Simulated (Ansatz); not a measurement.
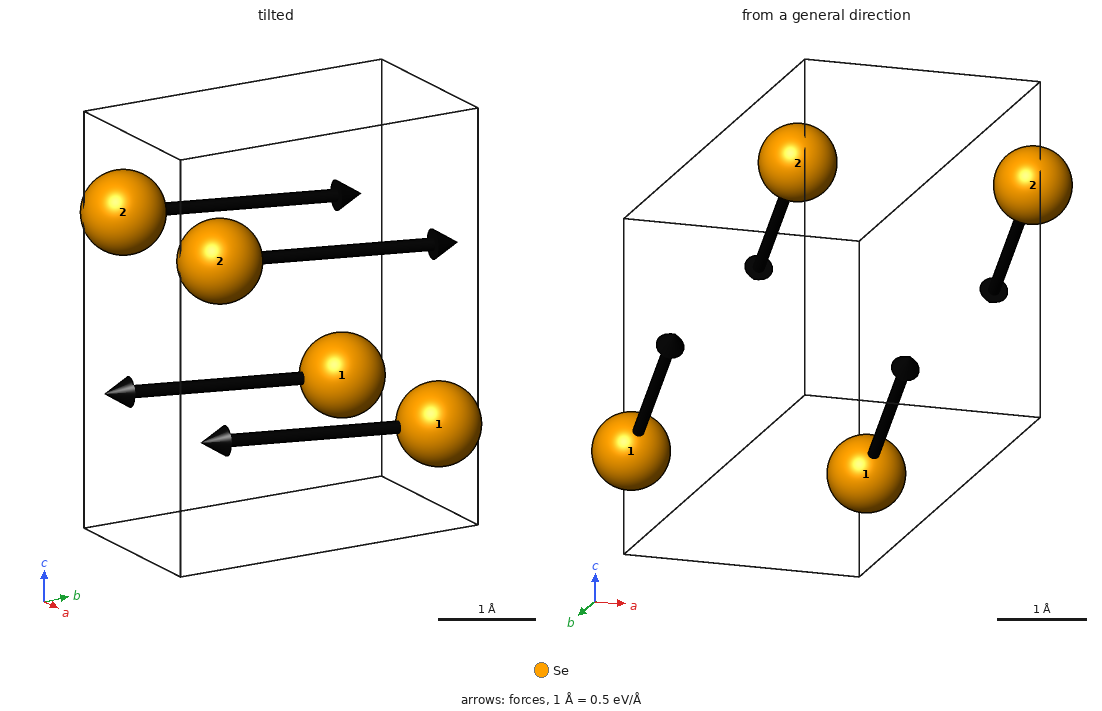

Crystal structure, spheres-only style, seen slightly off an axis and from a general direction. The wireframe shows the cell (the run's own, in a reduced setting). The arrows are the computed forces on the atoms.

System: Se. Calculation details: DFT PBEsol, scalar-relativistic, plane waves, PAW in Ansatz; a kinetic-energy cutoff of 420 eV, k-points about 0.15 Å⁻¹ apart, Gaussian smearing of 0.1 eV, no spin polarisation.

> Has this structure been optimised to equilibrium?

No. The atoms still feel forces of up to about 1.1 eV/Å, far above a usual threshold of 0.01 to 0.03 eV/Å.

> Where does the largest force act?

Se1 and Se2, about 1.1 eV/Å.

It derives from a structure listed in the Materials Project. The cell was then strained or its atoms displaced on purpose. It went into a calculation with Ansatz.
